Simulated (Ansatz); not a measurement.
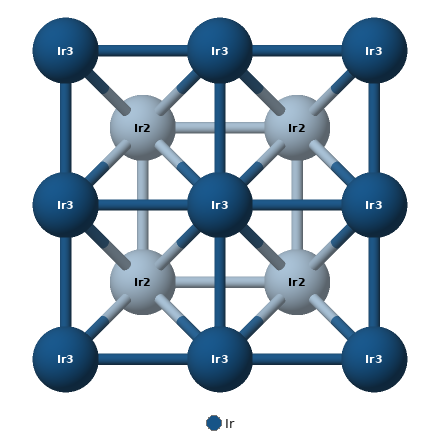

The system is O on an Ir(100) slab cut from the Fm-3m phase, its upper half relaxed before the scan (3 atoms of substrate and one adsorbate in a 1 × 1 cell); the picture shows it without the atoms that are moved over the map. O is moved over the surface cell; relaxed at each place: the height of the adsorbate's atoms; substrate rigid; the origin of the map has the adsorbate above Ir3. Places are given modulo a cell vector. The map is drawn in real space over the plane of the surface. The scan uses a 6 × 6 grid; 10 points were computed and 26 follow by symmetry. All energies are given in eV relative to the lowest grid point. With one adsorbate in each 1 × 1 cell, its nearest image is 2.7 Å away, so neighbouring adsorbates interact. The runs have no spin polarisation; a magnetic state may lie lower. Theory: Ansatz, DFT PBE, scalar-relativistic, plane waves, PAW. Settings: cutoff 420 eV, k-mesh 10×10×1, gaussian smearing 0.1 eV, no spin polarisation.

Range: position of O4 along the first surface vector from 0.000 to 0.833; position of O4 along the second surface vector from 0.000 to 0.833.

> What will the energy surface look like?

The lowest grid point is at a bridge site between two Ir atoms, (0/6, 3/6) of the cell vectors. The same energy is found at a bridge site between two Ir atoms, (3/6, 0/6) of the cell vectors. The highest grid point, (1/6, 1/6) of the cell vectors [nearest 1 Ir at 1.78 Å], lies 0.97 eV above the lowest. At the lowest point the adsorbate has 2 Ir at 1.94 Å as nearest neighbours, at the highest 1 Ir at 1.78 Å. Its relaxed height above the top atom is 1.38 Å at the lowest and 1.66 Å at the highest point.

```
second ↓, first →   0/6   1/6   2/6   3/6   4/6   5/6
              5/6  0.75  0.97  0.87  0.23  0.87  0.97
              4/6  0.66  0.87  0.90  0.59  0.90  0.87
              3/6  0.00  0.23  0.59  0.94  0.59  0.23
              2/6  0.66  0.87  0.90  0.59  0.90  0.87
              1/6  0.75  0.97  0.87  0.23  0.87  0.97
              0/6  0.52  0.75  0.66  0.00  0.66  0.75
```

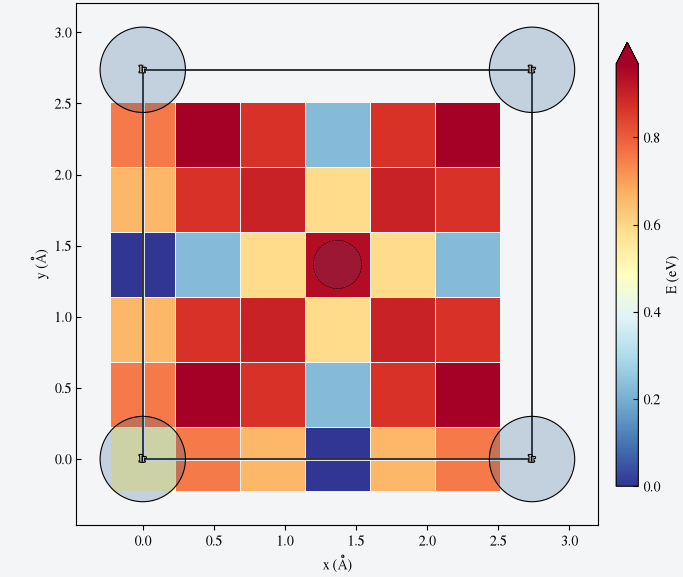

Drawn: one coloured cell a grid point, labelled circles for the atoms of the top layer and small ones for the second layer, the outline of one cell of the plane, one colour for all values above the top of the scale.

The whole map (10 points run) took 8.6 min on 1 thread of Arm Neoverse V2 (shared host).

PAW datasets: the set soft_1.
